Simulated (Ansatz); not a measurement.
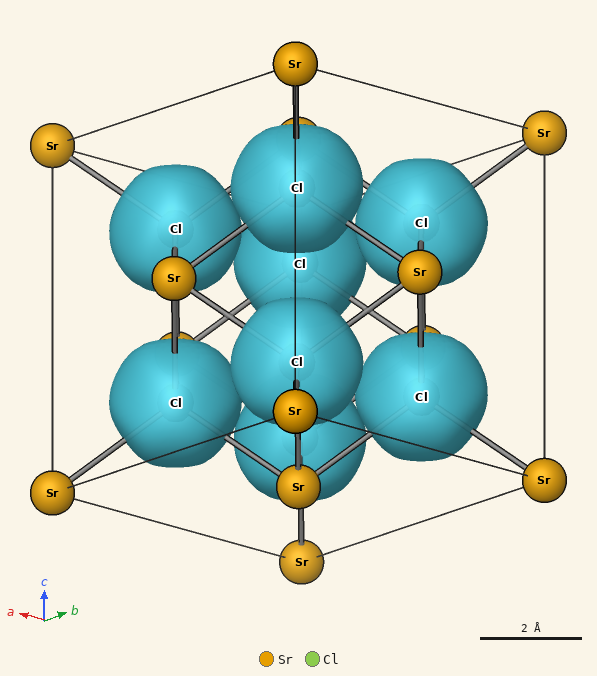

SrCl2. Isosurface of the electron localisation function at 0.65 (cyan), seen at an oblique angle. Only the valence region is drawn (cores and ρ < 0.01 e/Å³ removed). Sticks mark near contacts.

Space group Fmmm; changed on purpose from its base cell (strain +e along x and -e along y -0.0400, strain +e along z and -e/2 along x and y +0.0200).

Computed with Ansatz, DFT PBE, scalar-relativistic, plane waves, PAW.

```
Sr Cl
1.0
     6.68653    0.00000    0.00000
     0.00000    0.00000   -7.17922
     0.00000    7.24961    0.00000
Sr Cl
4 8
Direct
  0.50000 0.50000 0.00000
  0.00000 0.50000 0.50000
  0.00000 0.00000 0.00000
  0.50000 0.00000 0.50000
  0.25000 0.75000 0.25000
  0.75000 0.75000 0.75000
  0.75000 0.25000 0.25000
  0.25000 0.25000 0.75000
  0.75000 0.75000 0.25000
  0.25000 0.75000 0.75000
  0.25000 0.25000 0.25000
  0.75000 0.25000 0.75000
```

Question: Describe the localisation domains.

Answer: At this value the surface marks out eight regions wrapped around Cl (the valence shell of each), counted in one cell of 12 atoms. Regions shared between cells count once.

Values along the shortest contacts:
Sr–Cl (3.05 Å): the ELF peaks at about 0.90 in the valence shell of Cl, 0.8 Å from its nucleus, and drops to about 0.05 between the two atoms: an ionic contact with no shared pair.
